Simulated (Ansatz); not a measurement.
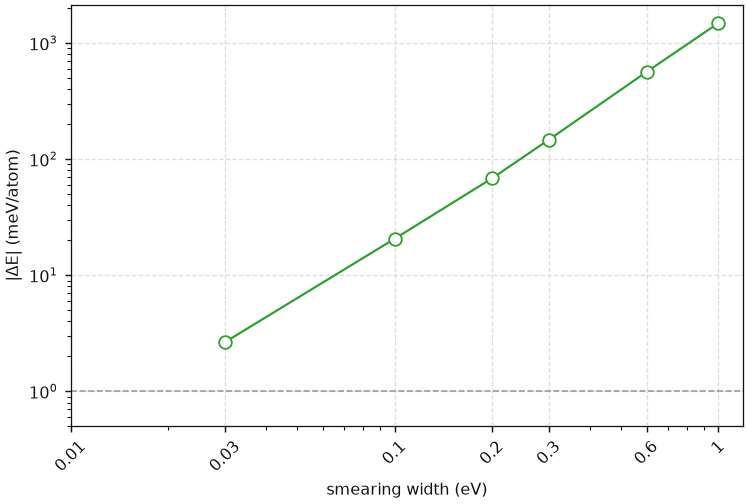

Scan of the smearing width.
Ir (Fm-3m, 1 atom in the cell); DFT, LDA (PW92), plane waves (420 eV) with PAW, scalar-relativistic in Ansatz; 14×14×14 k-mesh, Fermi–Dirac smearing.
ΔE is the free energy less its value at the smallest setting, 0.01 eV.
Dashed lines or grey bands mark the tolerance: 1 meV/atom.
On logarithmic panels, open markers lie below the reference value and filled ones above.

Question: What is enough for the free energy to 1 meV/atom?

Answer: The free energy at the last setting but one, 0.03 eV, is still more than 1 meV/atom from the smallest setting's value, so the scan doesn't show it converged. It is off by 1500 meV/atom at 1 eV, 68 meV/atom at 0.2 eV and 2.7 meV/atom at 0.03 eV (always below it). The free energy falls with the width because it holds the −TS term of the fractional occupations.
